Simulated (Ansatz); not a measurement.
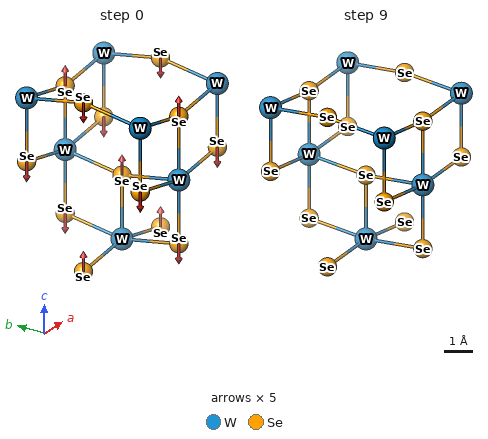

The structure of crystalline WSe2 (built on the anatase type) before (left) and after (right) a relaxation, at one scale. The red arrows give the displacements (the part carried along by the change of the cell is left out), magnified 5 times.

A ball-and-stick model of the atoms within 5.0 Å of the atom that moves most (axes of the conventional cell (2 times the calculation's cell)), seen from a free direction. Lengths and directions refer to the drawn axes.

Theory: DFT, r2SCAN, plane waves, PAW (Ansatz 0.2.0). Set-up: plane-wave cutoff 500 eV; k-point mesh 6 × 6 × 6; occupations fermi dirac; smearing width 0.02 eV; no spin polarisation; cell and atoms relaxed; force threshold 0.005 eV/Å.

Describe what moved and what it gained.

After 8 accepted moves (9 points after the start) the energy has fallen by 7.1 meV per atom. The largest force component goes from 0.087 to 0.0036 eV/Å. The pressure goes from −1.92 to 0.00 GPa. At 1 point the geometry stayed and the basis and grid were re-selected for the new cell (energy shift of 0.2 meV per atom at most each time). The largest moves relative to the cell, 0.17 Å, are those of Se atoms. W stays in place. The drawn cell changes as follows: a = b 5.003 → 5.006 Å (0.0 %), c 11.753 → 10.980 Å (−6.6 %); the volume changes by −6.5 %. Some distances before and after: Se–W 2.535 → 2.512 Å. Bond angles that change, for instance: Se–W–Se 161.3° → 170.1°, W–Se–W 161.3° → 170.1°, Se–W–Se 80.7° → 85.0°. The space group stays I4_1/amd (No. 141). Cost: 100 s on 2 threads of AMD EPYC 7R13 Processor (Zen 3), on a shared host, peak memory 1.5 GiB.
